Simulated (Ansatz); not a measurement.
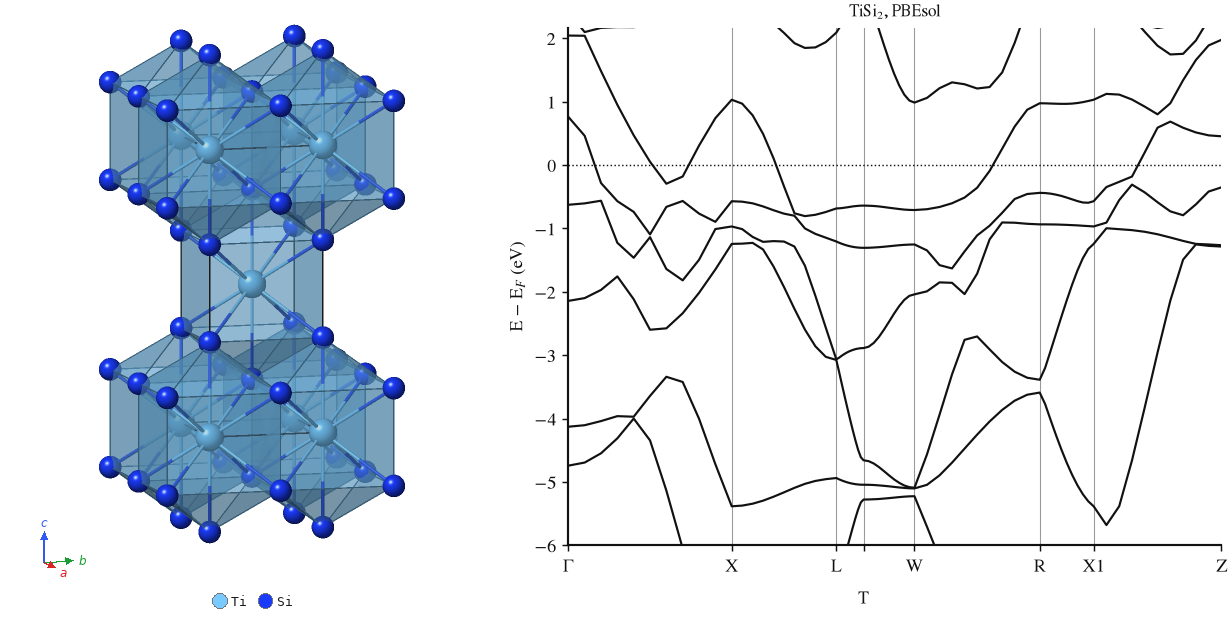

Band structure, beside the structure. Energies are counted from the Fermi level. The path runs straight from each named point to the next.

System: TiSi2, space group Immm (No. 71), 3 atoms in the primitive cell.

```cif
data_structure
_symmetry_space_group_name_H-M 'Immm'
_symmetry_Int_Tables_number 71
_cell_length_a 2.9457
_cell_length_b 3.4243
_cell_length_c 8.4242
_cell_angle_alpha 90.000
_cell_angle_beta 90.000
_cell_angle_gamma 90.000
_cell_volume 84.97
loop_
_atom_site_label
_atom_site_type_symbol
_atom_site_symmetry_multiplicity
_atom_site_Wyckoff_symbol
_atom_site_fract_x
_atom_site_fract_y
_atom_site_fract_z
_atom_site_occupancy
Ti1 Ti 2 a 0.00000 0.00000 0.00000 1
Si1 Si 4 i 0.00000 0.00000 0.67008 1
```

Ansatz 0.2.0; PBEsol, PAW data sets made for the crystal, no spin polarisation, no spin-orbit coupling, 12×12×12 k mesh, Fermi-Dirac smearing of 0.05 eV.

Question: Metal, semiconductor or insulator?

Answer: A metal: 2 bands cross the Fermi level along this path.

Question: On which lines of the path do bands cross the Fermi level?

Answer: Bands cross the Fermi level on Γ–X, X–L, W–R and X1–Z, and not on L–T, T–W and R–X1.

Question: Which levels at X1 lie nearest to the Fermi level?

Answer: At X1 the nearest levels lie 0.57 eV below and 1.03 eV above the Fermi level.

The cell is at −4 GPa in this functional. The cell comes from a database of computed structures, and whether it is the stable form of this composition wasn't checked. Bands are joined in order of energy, so crossings between the computed points show as kinks or gaps. In reduced coordinates of the cell that was run, X is (−0.281, 0.281, 0.281), L is (−0.489, 0.489, 0.072), T is (−0.5, 0.5, 0), W is (−0.75, 0.25, 0.25), R is (−0.5, 0, 0.5), X1 is (−0.719, −0.281, 0.719) and Z is (−0.5, −0.5, 0.5).
